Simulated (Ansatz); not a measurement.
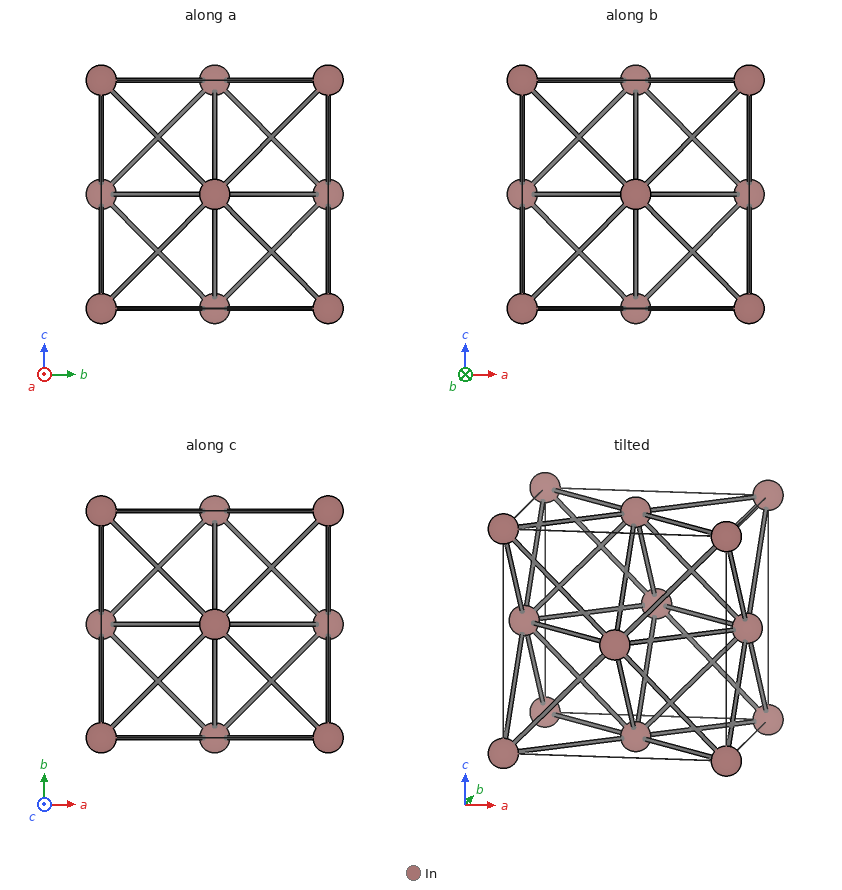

The crystal in a ball-and-stick representation, seen along the a axis, along the b axis, along the c axis and slightly off an axis. Thin lines show the drawn cell (a repeat of the simulation cell), with boundary atoms drawn in all their periodic places.

Lattice parameters: a = 4.732 Å, b = 4.732 Å, c = 4.763 Å, α = 90.00°, β = 90.00°, γ = 90.00°. Put a along x and b in the xy plane.

Q: Transcribe the picture into a POSCAR file.

A:
```
In
1.0
     4.732    0.000    0.000
     0.000    4.732    0.000
     0.000    0.000    4.763
In
4
Direct
  0.0000 0.0000 0.0000
  0.5000 0.0000 0.5000
  0.5000 0.5000 0.0000
  0.0000 0.5000 0.5000
```

Starting structure: the standard structure of this element. Earlier steps of the study may have refined or changed the cell and positions. It was the input of a calculation with Ansatz.
